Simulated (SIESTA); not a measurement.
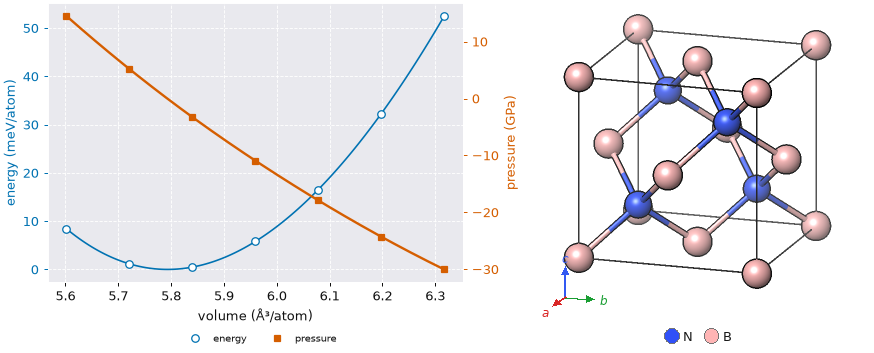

How it was computed, with SIESTA 5.4.2: DFT in numerical atomic orbitals with pseudopotentials, no spin polarisation; energies at scaled volumes of the given cell, shape and fractions fixed, counted from the fit's minimum, third-order Birch-Murnaghan fit. Level: LDA.

| setting | value |
| --- | --- |
| k mesh | 13×13×13 |
| occupations | Fermi–Dirac |
| smearing width | 0.05 eV |
| potentials | PseudoDojo 0.4 standard, converted to PSML, two zetas on semicore shells |
| program settings | basis DZP, mesh cutoff 800 Ry |

Structure:
```cif
data_structure
_symmetry_space_group_name_H-M 'P 1'
_symmetry_Int_Tables_number 1
_cell_length_a 2.5640
_cell_length_b 2.5640
_cell_length_c 2.5640
_cell_angle_alpha 60.000
_cell_angle_beta 60.000
_cell_angle_gamma 60.000
_cell_volume 11.92
loop_
_atom_site_label
_atom_site_type_symbol
_atom_site_fract_x
_atom_site_fract_y
_atom_site_fract_z
_atom_site_occupancy
N1 N 0.25000 0.25000 0.25000 1
B1 B 0.00000 0.00000 0.00000 1
```

Figure. Energy and pressure against volume for BN, space group F-43m (No. 216). The conventional cell is drawn beside the plot.

A third-order Birch–Murnaghan fit gives V0 = 5.79 Å³/atom, B0 = 406 GPa and B′ = 3.6. The energy is 8.41 meV/atom at volume 5.6017 Å³/atom and 52.53 meV/atom at 6.3168 Å³/atom; the lowest computed point is at volume 5.8401 Å³/atom (0.48 meV/atom). The pressure falls from 14.52 GPa at volume 5.6017 Å³/atom to −30.02 GPa at 6.3168 Å³/atom, and changes sign near 5.79 Å³/atom.

Limits of the calculation: mulliken charges of long orbitals.
